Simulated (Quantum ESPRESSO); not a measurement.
# KI (Fm-3m): from Born charge to LO-TO splitting

Wanted: the LO mode of KI (Fm-3m) from the TO mode and the field response.

Main program and level: Quantum ESPRESSO 7.5; DFT LDA, scalar-relativistic, plane waves, PseudoDojo norm-conserving pseudopotentials.

### 1. The relaxed structure

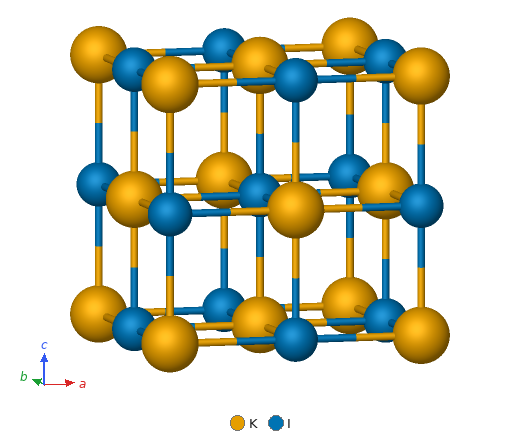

The cell as given, slightly off an axis (potassium orange, iodine blue). This picture shows the conventional cell, with its axes. Some periodic images of atoms are drawn too.

This is the cell after its relaxation at this level of theory, not the database cell from which that began.

### 2. What the response run gave

A linear-response run on the relaxed cell, with the response to an electric field; only its zone-centre results are used. Cutoff 79 Ry, k mesh 8×8×8.

Output:

```text
[banners, grids, parts of the stress and lines that vanish by symmetry left out]
Program PHONON v.7.5
     Reading xml data from directory:

[...]
Exchange-correlation= PW
                           (   1   4   0   0   0   0   0)
[...]
kinetic-energy cut-off    =      79.0000  Ry
     charge density cut-off    =     316.0000  Ry
     convergence threshold     =      1.0E-18
[...]
Exchange-correlation= PW
                           (   1   4   0   0   0   0   0)
[...]
q = (   0.0000000   0.0000000   0.0000000 )
     49 Sym.Ops. (with q -> -q+G )
     G cutoff =  664.2445  (  50701 G-vectors)     FFT grid: ( 54, 54, 54)
     number of k points=    29
[...]
Mode symmetry, O_h (m-3m)  point group:
[...]
Dielectric constant
[...]
End of electric fields calculation
          Dielectric constant in cartesian axis
          (       3.126876578      -0.000000000       0.000000000 )
          (       0.000000000       3.126876578       0.000000000 )
          (       0.000000000       0.000000000       3.126876578 )
          Effective charges (d Force / dE) in cartesian axis without acoustic sum rule applied (asr)
           atom    1  K     Mean Z*:        1.10614
      Ex  (        1.10614        0.00000        0.00000 )
      Ey  (        0.00000        1.10614        0.00000 )
      Ez  (        0.00000        0.00000        1.10614 )
           atom    2  I     Mean Z*:       -1.10746
      Ex  (       -1.10746        0.00000        0.00000 )
      Ey  (        0.00000       -1.10746       -0.00000 )
      Ez  (        0.00000       -0.00000       -1.10746 )
          Effective charges Sum: Mean:       -0.00132
[...]
Effective charges (d Force / dE) in cartesian axis with asr applied:
           atom    1  K     Mean Z*:        1.10680
[...]
atom    2  I     Mean Z*:       -1.10680
[...]
Representation #   1 modes #   1   2   3
[...]
End of self-consistent calculation
     Convergence has been achieved
     Representation #   2 modes #   4   5   6
[...]
End of self-consistent calculation
     Convergence has been achieved
[...]
Dielectric constant in cartesian axis
          (       3.126876578      -0.000000000       0.000000000 )
          (       0.000000000       3.126876578       0.000000000 )
          (       0.000000000       0.000000000       3.126876578 )
          Effective charges (d Force / dE) in cartesian axis without acoustic sum rule applied (asr)
           atom    1  K     Mean Z*:        1.10614
      Ex  (        1.10614        0.00000        0.00000 )
      Ey  (        0.00000        1.10614        0.00000 )
      Ez  (        0.00000        0.00000        1.10614 )
           atom    2  I     Mean Z*:       -1.10746
      Ex  (       -1.10746        0.00000        0.00000 )
      Ey  (        0.00000       -1.10746       -0.00000 )
      Ez  (        0.00000       -0.00000       -1.10746 )
          Effective charges Sum: Mean:       -0.00132
[...]
Effective charges (d Force / dE) in cartesian axis with asr applied:
           atom    1  K     Mean Z*:        1.10680
[...]
atom    2  I     Mean Z*:       -1.10680
[...]
q = (    0.000000000   0.000000000   0.000000000 )
[...]
freq (    1) =       0.013460 [THz] =       0.448991 [cm-1]
     freq (    2) =       0.013460 [THz] =       0.448991 [cm-1]
     freq (    3) =       0.013460 [THz] =       0.448991 [cm-1]
     freq (    4) =       3.440450 [THz] =     114.761066 [cm-1]
     freq (    5) =       3.440450 [THz] =     114.761066 [cm-1]
     freq (    6) =       3.440450 [THz] =     114.761066 [cm-1]
[...]
Mode symmetry, O_h (m-3m)  point group:
     freq (   1-   3) =          0.4  [cm-1]   --> T_1u G_15  G_4- I
     freq (   4-   6) =        114.8  [cm-1]   --> T_1u G_15  G_4- I

   JOB DONE.
```

```tsv
quantity	value
cell volume Ω (Å³)	79.212
mass of K (u)	39.098
mass of I (u)	126.904
Born charge of K, raw (e)	1.106
Born charge of I, raw (e)	-1.107
ε∞	3.127
ω(TO) after the sum rule (cm⁻¹)	114.8
```

### 3. The calculation

The charges must sum to zero over the cell; taking off their mean, -0.001 e, leaves Z* = 1.107 e on K. In the polar mode K moves against I, so the reduced mass is μ = 39.10 × 126.90 / 166.00 = 29.890 u.

A longitudinal wave builds up a field that adds to the restoring force: ω(LO)² = ω(TO)² + 4π Z*² / (μ Ω ε∞), in Hartree atomic units. With μ = 54485 electron masses and Ω = 534.55 bohr³ the second term is 1.6903e-07 Ha², or 8142 cm⁻² (1 Ha = 219474.6 cm⁻¹).

So ω(LO) = √(13170 + 8142) = 146.0 cm⁻¹, and by the Lyddane-Sachs-Teller relation ε₀ = ε∞ (ω(LO)/ω(TO))² = 5.06.

### 4. Check against the program

The analysis program adds the same non-analytic term to the full matrix, here for q along (1 0 0).

Output:

```text
[banner, memory and clock lines left out]
Program DYNMAT v.7.5

     Reading Dynamical Matrix from file g.dyn
     ...Force constants read
     ...epsilon and Z* read

     Polarizability (A^3 units)
     multiply by 0.585152 for Clausius-Mossotti correction
        13.406697    0.000000    0.000000
        -0.000000   13.406697    0.000000
         0.000000    0.000000   13.406697

     IR activities are in (D/A)^2/amu units

# mode   [cm-1]    [THz]      IR
    1     -0.00   -0.0000    0.0000
    2     -0.00   -0.0000    0.0000
    3      0.00    0.0000    0.0000
    4    114.76    3.4404    0.9456
    5    114.76    3.4404    0.9456
    6    145.98    4.3765    0.9456
```

ε₀ comes from the program's run without a direction of q.

```tsv
quantity	by hand	program
ω(LO) (cm⁻¹)	146.0	146.0
ε₀	5.06	5.06
```

### 5. Summary of results

| Quantity | Value |
| --- | --- |
| TO mode | 114.8 cm⁻¹ |
| LO mode | 146.0 cm⁻¹ |
| static dielectric constant | 5.060 |

In words: The LO mode of KI (Fm-3m) lies at 146 cm⁻¹, 31 cm⁻¹ above the TO mode; the formula meets the program within 0.1 cm⁻¹, as it must for a cubic crystal with one polar mode. ω(LO)² − ω(TO)² goes with Z*²/ε∞: an error of 5 % in ε∞ would move the LO mode by 1.3 cm⁻¹, and semilocal functionals tend to overestimate ε∞. These are harmonic values at zero temperature, at the volume of this functional, for the structure held cubic; stability elsewhere in the zone is no part of this calculation.

[Host names and launcher messages were left out of these logs when they were recorded.]

[Logs are printed without paths, hosts, clocks, repeated set-up lines and the standing remarks that a program may print on its own settings, such as how far it seeks lower states.]

[Hosts, paths, dates, database ids (printed as entryN), source tags and the programs' standing remarks are cut or masked in the printed files.]
